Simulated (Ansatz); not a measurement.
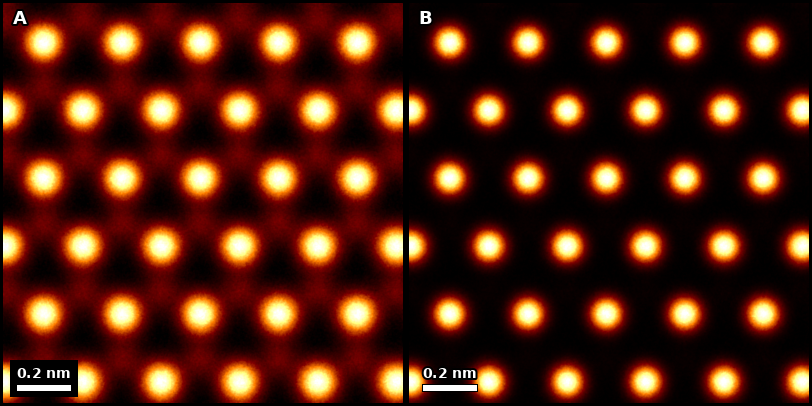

Two simulated images of the same area of TaN (P-6m2, No. 187) along [001], with a probe of 0.93 Å. One is incoherent Z contrast (Z^1.8 per atom), the other the projected potential of neutral atoms blurred by the probe (iDPC-like, thin sample). Brightness is counted from the darkest point of the image. Shot noise was added. Atomic positions: the input geometry of an electronic-structure calculation (not necessarily at equilibrium); the starting structure was generated, so it need not be a known form of this composition.

### Which panel is which, and how can one tell?

B is the Z-contrast image and A the potential image. The columns of 1 N per repeat reach about 1 % of the brightest peak (1 Ta) in B but about 21 % in A, mainly since the potential grows much more slowly with atomic number. The N columns show clearly in A alone.
